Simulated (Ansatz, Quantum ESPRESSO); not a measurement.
# Equation of state of rock salt SrO

How stiff is rock salt SrO under hydrostatic load? Each row scales the relaxed cell evenly and relaxes the atoms. The phase is followed to these pressures whether or not it stays the stable one.

Calculated with Ansatz 0.2.0, PBEsol, PAW files of the set soft_1, cutoff 600 eV, Fermi–Dirac smearing 0.02 eV, k-mesh 9×9×9, no spin polarisation, no spin-orbit coupling.

Reference cell, relaxed at zero pressure with PBEsol (Fm-3m): a = 3.6222 Å, b = 3.6222 Å, c = 3.6222 Å, α = 60.00°, β = 60.00°, γ = 60.00°.

```
atom       x       y       z
  Sr  0.0000  0.0000  0.0000
   O  0.5000  0.5000  0.5000
```

```
V (Å³/atom)    V/V0  P (GPa)  E − E0 (meV/atom)
    15.7941  0.9400    6.683               19.8
    16.1301  0.9600    4.202                8.5
    16.4662  0.9800    1.983                2.0
    17.1383  1.0200   −1.781                1.9
    17.4743  1.0400   −3.372                7.3
```

V0 = 16.8022 Å³ an atom, where the residual pressure P0 is −0.003 GPa. **Question.** Fit the Birch–Murnaghan law and give the pressure and the energy at V = 17.8103 Å³ an atom, a row left out above.

With the Eulerian strain f = ½[(V0/V)^(2/3) − 1] and F = (P − P0)/[3f(1 + 2f)^(5/2)], the third-order law is the line F = B0 + (3/2) B0 (B′ − 4) f.

```csv
f,F (GPa)
0.02106,95.47
0.01379,94.93
0.00678,94.42
−0.00656,93.40
−0.01290,92.90
```

A straight line through the 5 rows: the means are 0.004434 for f and 94.224 for F, Σ(Δx)² = 0.0007908 and ΣΔxΔy = 0.05979, so the slope is 0.05979/0.0007908 = 75.608 and the intercept 94.224 − (75.608)(0.004434) = 93.889.

Hence B0 = 93.9 GPa and B′ = 4 + (75.6)/(1.5 × 93.9) = 4.54. For the withheld volume f = −0.01905, F = 92.45 GPa and P = −4.80 GPa, an extrapolation past the fitted rows. The run itself gives −4.80 GPa, so the estimate misses by 0.00 GPa, a rounding's worth.

Integrating the same law gives E − E0 = (9/2) B0 V0 f²[1 + (B′ − 4) f] + P0(V0 − V), with 1 GPa Å³ = 6.2415 meV: 15.9 meV an atom. The run itself gives 15.9 meV, so the estimate misses by 0.0 meV, a rounding's worth.

The same fit over all rows at other levels or in other programs gives B0 = 94 GPa with PBEsol (Quantum ESPRESSO, GBRV).

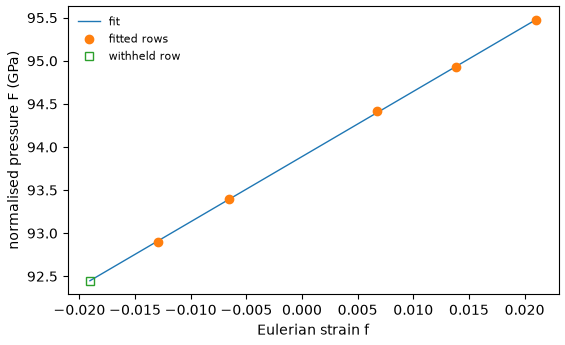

The fitted law, the rows behind it and the withheld row.

[Logs are printed without paths, hosts, clocks, repeated set-up lines and the standing remarks that a program may print on its own settings, such as how far it seeks lower states.]
